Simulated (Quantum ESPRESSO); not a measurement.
## KCl (Sylvite): phonons by linear response

How does KCl (Sylvite) vibrate, and is this structure a minimum?

Program: Quantum ESPRESSO 7.5. Level of theory: DFT LDA, scalar-relativistic, plane waves, PseudoDojo norm-conserving pseudopotentials. Results are calculated unless marked as measured.

**1. The starting structure**

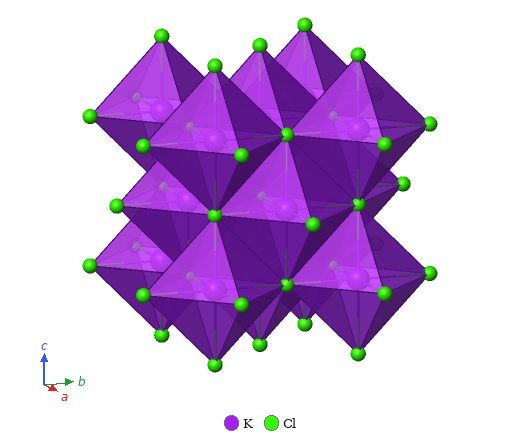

The starting structure, seen slightly off an axis (potassium purple, chlorine green). This picture shows the conventional cell, with its axes. Some periodic images of atoms are drawn too.

Structure file:

```
K Cl
1.0
    -3.14647    0.00000    3.14647
     0.00000    3.14647    3.14647
    -3.14647    3.14647    0.00000
K Cl
1 1
Direct
  0.00000 0.00000 0.00000
  0.50000 0.50000 0.50000
```

**2. A probe with smearing**

Before anything dear is run, a loose run with smearing shows whether this is a metal and how far the cell is from rest.

Contents of probe.in:

```
&control
   calculation = 'scf'
   prefix = 'x'
   outdir = './tmp'
   pseudo_dir = './pseudo'
   tprnfor = .true.
   tstress = .true.
   verbosity = 'high'
/
&system
   ibrav = 2
   celldm(1) = 11.89193312
   nat = 2
   ntyp = 2
   ecutwfc = 79.0
   occupations = 'smearing'
   smearing = 'gaussian'
   degauss = 0.01
/
&electrons
   conv_thr = 1.0d-07
   mixing_beta = 0.7
   electron_maxstep = 100
/
ATOMIC_SPECIES
 K      39.0983  K.upf
 Cl     35.4500  Cl.upf
ATOMIC_POSITIONS crystal
 K      0.000000000   0.000000000   0.000000000
 Cl     0.500000000   0.500000000   0.500000000
K_POINTS automatic
 6 6 6 0 0 0
```

On the command line:

```sh
$ OMP_NUM_THREADS=1 mpirun -n 4 pw.x -nk 4 -in probe.in > probe.out
```

Output:

```text
[banners, grids, parts of the stress and lines that vanish by symmetry left out]
Program PWSCF v.7.5
     bravais-lattice index     =            2
     lattice parameter (alat)  =      11.8919  a.u.
[...]
kinetic-energy cutoff     =      79.0000  Ry
     charge density cutoff     =     316.0000  Ry
     scf convergence threshold =      1.0E-07
[...]
Exchange-correlation= SLA  PW   NOGX NOGC
                           (   1   4   0   0   0   0   0)
[...]
48 Sym. Ops., with inversion, found
[...]
(     0          1          0      )
                  (     0          0          1      )
[...]
(  0.0000000  1.0000000  0.0000000 )
                  (  0.0000000  0.0000000  1.0000000 )
[...]
(     1          0         -1      )
                  (     0          0         -1      )
[...]
(     0          1         -1      )
                  (     0          1          0      )
[...]
( -1.0000000  0.0000000  0.0000000 )
                  (  0.0000000  1.0000000  0.0000000 )
[...]
number of k points=    16  Gaussian smearing, width (Ry)=  0.0100
[...]
c_bands:  1 eigenvalues not converged
[...]
End of self-consistent calculation
[...]
the Fermi energy is     2.8717 ev
!    total energy              =     -92.93010759 Ry
[...]
convergence has been achieved in   6 iterations
[...]
atom    1 type  1   force =     0.00000000    0.00000000   -0.00000000
     atom    2 type  2   force =     0.00000000    0.00000000    0.00000000
[...]
Total force =     0.000000     Total SCF correction =     0.000000
[...]
total   stress  (Ry/bohr**3)                   (kbar)     P=      -19.71
[...]
XML data file, charge density, pseudopotentials, collected wavefunctions

   JOB DONE.
```

The job ended after 4.8 s (4 MPI ranks of Arm Neoverse V1, shared host; 19 s of CPU time).

Read from the output:

```
volume per atom   : 31.15 Å³
pressure          : -1.971 GPa
gap on the k-mesh : 4.744 eV
```

A gap of 4.7 eV opens on this mesh, so the crystal is taken as an insulator; the start stands at -2.0 GPa.

**3. Relaxation**

The relaxation runs at a cutoff a fifth above that of the response, since stress converges more slowly with the basis than frequencies do. Forces and stress are brought to rest with tight thresholds.

Contents of relax.in:

```
&control
   calculation = 'vc-relax'
   prefix = 'x'
   outdir = './tmp'
   pseudo_dir = './pseudo'
   tprnfor = .true.
   tstress = .true.
   forc_conv_thr = 2.0d-05
   etot_conv_thr = 1.0d-07
   nstep = 40
/
&system
   ibrav = 2
   celldm(1) = 11.89193312
   nat = 2
   ntyp = 2
   ecutwfc = 95
   occupations = 'fixed'
   nbnd = 10
/
&electrons
   conv_thr = 1.0d-11
   mixing_beta = 0.7
   electron_maxstep = 100
/
&ions
/
&cell
   press_conv_thr = 0.2
/
ATOMIC_SPECIES
 K      39.0983  K.upf
 Cl     35.4500  Cl.upf
ATOMIC_POSITIONS crystal
 K      0.000000000   0.000000000   0.000000000
 Cl     0.500000000   0.500000000   0.500000000
K_POINTS automatic
 6 6 6 0 0 0
```

On the command line:

```sh
$ OMP_NUM_THREADS=1 mpirun -n 4 pw.x -nk 4 -in relax.in > relax.out
```

Output:

```text
[banners, grids, parts of the stress and lines that vanish by symmetry left out]
[banner, memory and clock lines left out]
Program PWSCF v.7.5

[...]
kinetic-energy cutoff     =      95.0000  Ry
     charge density cutoff     =     380.0000  Ry
     scf convergence threshold =      1.0E-11
[...]
energy convergence thresh.=      1.0E-07
     force convergence thresh. =      2.0E-05
     press convergence thresh. =      2.0E-01
     Exchange-correlation= SLA  PW   NOGX NOGC
                           (   1   4   0   0   0   0   0)
[...]
48 Sym. Ops., with inversion, found
[...]
number of k points=    16
[...]
End of self-consistent calculation
[...]
highest occupied, lowest unoccupied level (ev):     0.6387    5.3833
!    total energy              =     -92.93011915 Ry
[...]
convergence has been achieved in   9 iterations
[...]
atom    1 type  1   force =     0.00000000    0.00000000    0.00000000
     atom    2 type  2   force =    -0.00000000   -0.00000000   -0.00000000
     Total force =     0.000000     Total SCF correction =     0.000000
[...]
total   stress  (Ry/bohr**3)                   (kbar)     P=      -19.71
[...]
number of bfgs steps    =   0
[...]
CELL_PARAMETERS (alat= 11.89193312)
[...]
ATOMIC_POSITIONS (crystal)
K                0.0000000000        0.0000000000        0.0000000000
Cl               0.5000000000        0.5000000000        0.5000000000
[...]
New effective cutoffs (rho, wfc):  382.22   95.62
[...]
End of self-consistent calculation
[...]
highest occupied, lowest unoccupied level (ev):     0.7069    5.4847
!    total energy              =     -92.93066323 Ry
[...]
convergence has been achieved in   7 iterations
[...]
atom    1 type  1   force =     0.00000000   -0.00000000    0.00000000
     atom    2 type  2   force =     0.00000000   -0.00000000    0.00000000
     Total force =     0.000000     Total SCF correction =     0.000000
[...]
total   stress  (Ry/bohr**3)                   (kbar)     P=      -18.29
[...]
number of bfgs steps    =   1
[...]
WARNING: bfgs curvature condition failed, Theta= 0.868
[...]
CELL_PARAMETERS (alat= 11.89193312)
[...]
ATOMIC_POSITIONS (crystal)
K                0.0000000000        0.0000000000       -0.0000000000
Cl               0.5000000000        0.5000000000        0.5000000000
[...]
New effective cutoffs (rho, wfc):  386.10   96.59
[...]
End of self-consistent calculation
[...]
highest occupied, lowest unoccupied level (ev):     0.8116    5.6401
!    total energy              =     -92.93139368 Ry
[...]
convergence has been achieved in   8 iterations
[...]
atom    1 type  1   force =    -0.00000000   -0.00000000   -0.00000000
     atom    2 type  2   force =    -0.00000000    0.00000000   -0.00000000
     Total force =     0.000000     Total SCF correction =     0.000000
[...]
total   stress  (Ry/bohr**3)                   (kbar)     P=      -15.98
[...]
number of bfgs steps    =   2
[...]
CELL_PARAMETERS (alat= 11.89193312)
[...]
ATOMIC_POSITIONS (crystal)
[...]
New effective cutoffs (rho, wfc):  392.04   98.07
[...]
End of self-consistent calculation
[...]
atom    1 type  1   force =    -0.00000000   -0.00000000   -0.00000000
     atom    2 type  2   force =     0.00000000    0.00000000    0.00000000
     Total force =     0.000000     Total SCF correction =     0.000000
[...]
total   stress  (Ry/bohr**3)                   (kbar)     P=       -5.26
[...]
number of bfgs steps    =   4
[...]
CELL_PARAMETERS (alat= 11.89193312)
[...]
ATOMIC_POSITIONS (crystal)
[...]
New effective cutoffs (rho, wfc):  408.16  102.11
[...]
highest occupied, lowest unoccupied level (ev):     1.4271    6.5537
!    total energy              =     -92.93325810 Ry
[...]
convergence has been achieved in   8 iterations
[...]
atom    1 type  1   force =     0.00000000    0.00000000   -0.00000000
     atom    2 type  2   force =    -0.00000000    0.00000000   -0.00000000
     Total force =     0.000000     Total SCF correction =     0.000000
[...]
total   stress  (Ry/bohr**3)                   (kbar)     P=        0.70
[...]
number of bfgs steps    =   5
[...]
CELL_PARAMETERS (alat= 11.89193312)
[...]
ATOMIC_POSITIONS (crystal)
[...]
New effective cutoffs (rho, wfc):  407.34  101.90
[...]
highest occupied, lowest unoccupied level (ev):     1.4036    6.5189
!    total energy              =     -92.93326068 Ry
[...]
convergence has been achieved in   7 iterations
[...]
atom    1 type  1   force =     0.00000000    0.00000000    0.00000000
     atom    2 type  2   force =    -0.00000000    0.00000000   -0.00000000
     Total force =     0.000000     Total SCF correction =     0.000000
[...]
total   stress  (Ry/bohr**3)                   (kbar)     P=       -0.03
[...]
number of bfgs steps    =   6
[...]
CELL_PARAMETERS (alat= 11.89193312)
[...]
ATOMIC_POSITIONS (crystal)
[...]
New effective cutoffs (rho, wfc):  407.38  101.91
[...]
End of self-consistent calculation
[...]
highest occupied, lowest unoccupied level (ev):     1.4046    6.5204
!    total energy              =     -92.93326069 Ry
[...]
convergence has been achieved in   4 iterations
[...]
atom    1 type  1   force =     0.00000000    0.00000000    0.00000000
     atom    2 type  2   force =     0.00000000    0.00000000   -0.00000000
     Total force =     0.000000     Total SCF correction =     0.000000
[...]
total   stress  (Ry/bohr**3)                   (kbar)     P=       -0.00
[...]
bfgs converged in   8 scf cycles and   7 bfgs steps
[...]
End of BFGS Geometry Optimization
     Final enthalpy           =     -92.9332606888 Ry
     File ./tmp/x.bfgs deleted, as requested
[...]
CELL_PARAMETERS (alat= 11.89193312)
[...]
ATOMIC_POSITIONS (crystal)
K                0.0000000000       -0.0000000000        0.0000000000
Cl               0.5000000000        0.5000000000        0.5000000000
[...]
Final scf calculation at the relaxed structure.
[...]
kinetic-energy cutoff     =      95.0000  Ry
     charge density cutoff     =     380.0000  Ry
     scf convergence threshold =      1.0E-13
[...]
press convergence thresh. =      2.0E-01
     Exchange-correlation= SLA  PW   NOGX NOGC
                           (   1   4   0   0   0   0   0)
[...]
48 Sym. Ops., with inversion, found
[...]
number of k points=    16
[...]
c_bands:  1 eigenvalues not converged
[...]
End of self-consistent calculation
[...]
highest occupied, lowest unoccupied level (ev):     1.4046    6.5204
!    total energy              =     -92.93325961 Ry
[...]
convergence has been achieved in  11 iterations
[...]
atom    1 type  1   force =     0.00000000   -0.00000000    0.00000000
     atom    2 type  2   force =     0.00000000    0.00000000    0.00000000
     Total force =     0.000000     Total SCF correction =     0.000000
[...]
total   stress  (Ry/bohr**3)                   (kbar)     P=       -0.01
[...]
XML data file, charge density, pseudopotentials, collected wavefunctions
```

Wall time 52 s (4 MPI ranks); 3.5 min of CPU time.

The steps of the relaxation:

```
step  energy less that of the first step (eV)  largest force (eV/Å)  pressure (GPa)  volume (Å³)
   1                                   0.0000                0.0000           -1.97        62.30
   2                                  -0.0074                0.0000           -1.83        61.68
   3                                  -0.0173                0.0000           -1.60        60.75
   4                                  -0.0294                0.0000           -1.21        59.38
   5                                  -0.0406                0.0000           -0.53        57.35
   6                                  -0.0427                0.0000            0.07        55.89
   7                                  -0.0427                0.0000            0.00        56.06
   8                                  -0.0427                0.0000            0.00        56.05
   9                                  -0.0427                0.0000            0.00        56.05
```

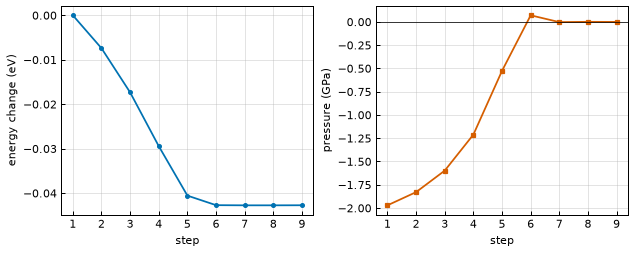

Energy and pressure along the relaxation.

```
conventional cell, symmetrised  before  after   change
                         a (Å)   6.293  6.075   -3.5 %
                         b (Å)   6.293  6.075   -3.5 %
                         c (Å)   6.293  6.075   -3.5 %
              volume (Å³/atom)   31.15  28.03  -10.0 %
```

The relaxed structure:

```
CELL_PARAMETERS angstrom
-3.03753 0.00000 3.03753
0.00000 3.03753 3.03753
-3.03753 3.03753 0.00000
ATOMIC_POSITIONS crystal
K 0.00000 0.00000 0.00000
Cl 0.50000 0.50000 0.50000
```

The last row of the table of steps is pw.x's closing run on a basis chosen anew for the final cell, so its energy can jump.

This step gave:

```
volume per atom   : 28.03 Å³
pressure          : -0.001 GPa
gap on the k-mesh : 5.116 eV
```

The volume changes by -10.0 % from the cell with which this run began.

**4. Self-consistent run for the response**

The response is built on this ground state, so it is converged far tighter than an energy would need. With a gap, occupations are fixed, which also allows the response to an electric field.

Contents of scf.in:

```
&control
   calculation = 'scf'
   prefix = 'x'
   outdir = './tmp'
   pseudo_dir = './pseudo'
   tprnfor = .true.
   tstress = .true.
/
&system
   ibrav = 2
   celldm(1) = 11.48020528
   nat = 2
   ntyp = 2
   ecutwfc = 79.0
   occupations = 'fixed'
   nbnd = 10
/
&electrons
   conv_thr = 1.0d-12
   mixing_beta = 0.7
   electron_maxstep = 100
/
ATOMIC_SPECIES
 K      39.0983  K.upf
 Cl     35.4500  Cl.upf
ATOMIC_POSITIONS crystal
 K      0.000000000   0.000000000   0.000000000
 Cl     0.500000000   0.500000000   0.500000000
K_POINTS automatic
 8 8 8 0 0 0
```

On the command line:

```sh
$ OMP_NUM_THREADS=1 mpirun -n 4 pw.x -nk 4 -in scf.in > scf.out
```

Output:

```text
[banners, grids, parts of the stress and lines that vanish by symmetry left out]
[banner, memory and clock lines left out]
Program PWSCF v.7.5

[...]
kinetic-energy cutoff     =      79.0000  Ry
     charge density cutoff     =     316.0000  Ry
     scf convergence threshold =      1.0E-12
[...]
Exchange-correlation= SLA  PW   NOGX NOGC
                           (   1   4   0   0   0   0   0)
[...]
48 Sym. Ops., with inversion, found
[...]
number of k points=    29
[...]
End of self-consistent calculation
[...]
highest occupied, lowest unoccupied level (ev):     1.4046    6.5204
!    total energy              =     -92.93324832 Ry
[...]
convergence has been achieved in  10 iterations
[...]
atom    1 type  1   force =     0.00000000    0.00000000    0.00000000
     atom    2 type  2   force =     0.00000000    0.00000000   -0.00000000
     Total force =     0.000000     Total SCF correction =     0.000000
[...]
total   stress  (Ry/bohr**3)                   (kbar)     P=       -0.01
[...]
XML data file, charge density, pseudopotentials, collected wavefunctions
```

The job ended after 8.8 s (4 MPI ranks).

The cell stands at -0.001 GPa, close enough for phonons.

(Continued in part 2 of 5.)

[Host names and launcher messages were left out of these logs when they were recorded.]

[Logs are printed without paths, hosts, clocks, repeated set-up lines and the standing remarks that a program may print on its own settings, such as how far it seeks lower states.]

[Hosts, paths, dates, database ids (printed as entryN), source tags and the programs' standing remarks are cut or masked in the printed files.]
